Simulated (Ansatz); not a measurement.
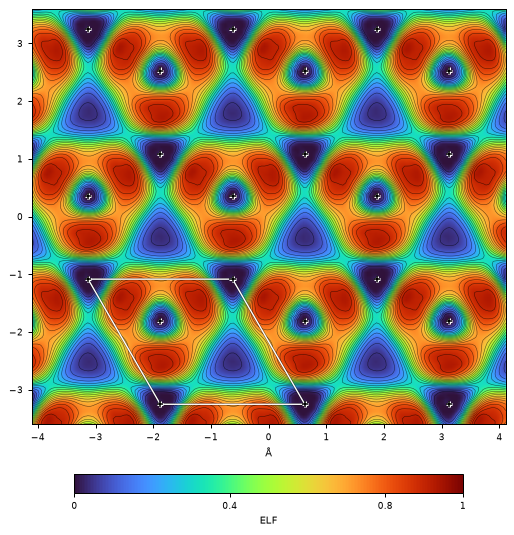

The electron localisation function on a plane through atoms (crosses mark nuclei in the plane).

Computed with DFT PBEsol, scalar-relativistic, plane waves, PAW (Ansatz 0.2.0).

Candidates:
A. BN, a = 2.50 Å, b = 2.50 Å, c = 10.44 Å, α = 90.00°, β = 90.00°, γ = 120.00°. Space group R3m; a structure from a database of computed crystals, not necessarily the ambient phase.
B. Hf2Si, a = 6.55 Å, b = 6.55 Å, c = 5.17 Å, α = 90.00°, β = 90.00°, γ = 90.00°. Space group I4/mcm; a structure from a database of computed crystals, not necessarily the ambient phase; computed pressure about −2 GPa in this cell.

Question: Which system is this?

Answer: Candidate A: BN on the (001) plane of the conventional cell, which holds B and N. B–N (1.45 Å): the ELF peaks at about 0.95 between the atoms (a shared but strongly polarised pair).
